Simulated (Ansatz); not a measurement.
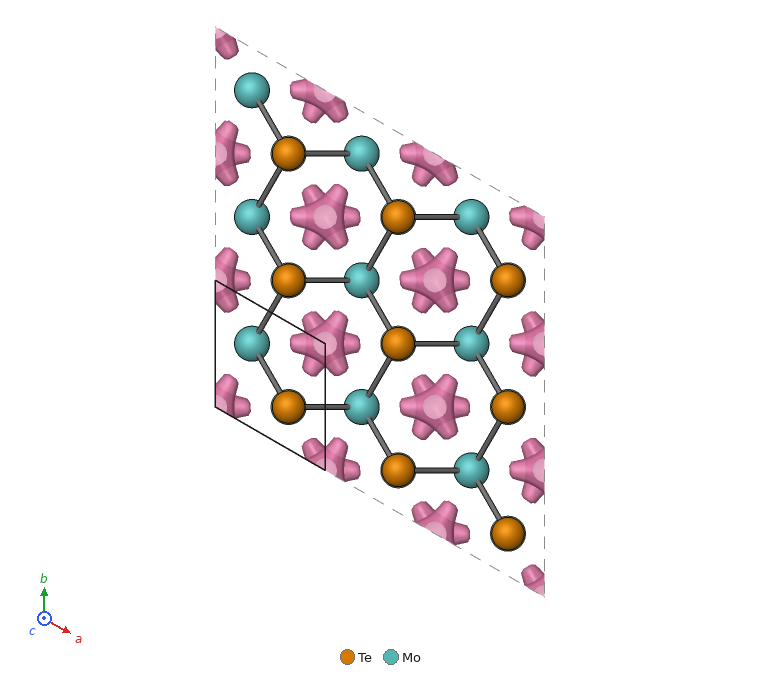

The pink surface encloses the points that the centre of a probe sphere of radius 0.25 Å can occupy in Te2Mo (P6_3/mmc, No. 194), computed on a grid of about 0.15 Å (3×3×1 cells shown, view along the c axis; pale faces close the region where the box cuts it).

Hard-sphere model; Shannon crystal radii (six-coordinate where tabulated): Te 2.07 Å, Mo 0.79 Å.

Source of the atomic positions: coordinates from a relaxation with Ansatz, DFT PBE+D3(BJ), scalar-relativistic, plane waves, PAW.

```
Te Mo
1.0
     3.49697    0.00000    0.00000
    -1.74849    3.02847    0.00000
     0.00000    0.00000   13.70230
Te Mo
4 2
Direct
  0.33333 0.66667 0.11736
  0.66667 0.33333 0.61736
  0.66667 0.33333 0.88264
  0.33333 0.66667 0.38264
  0.33333 0.66667 0.75000
  0.66667 0.33333 0.25000
```

Describe the connectivity of the accessible space.

They are isolated pockets that do not connect across cells.

What share of the cell can the probe's centre reach?

About 1.4 % of the volume (2 Å³ of 145.1 Å³).

Give the largest included and the largest free sphere.

The largest sphere that fits anywhere has a diameter of 1.29 Å; the largest that can travel through the crystal, about 0.2 Å.

How does the connectivity change as the probe shrinks?

Below a radius of about 0.08 Å the space forms a two-dimensional network in layers parallel to (001). These are grid estimates, good to about 0.05 Å.
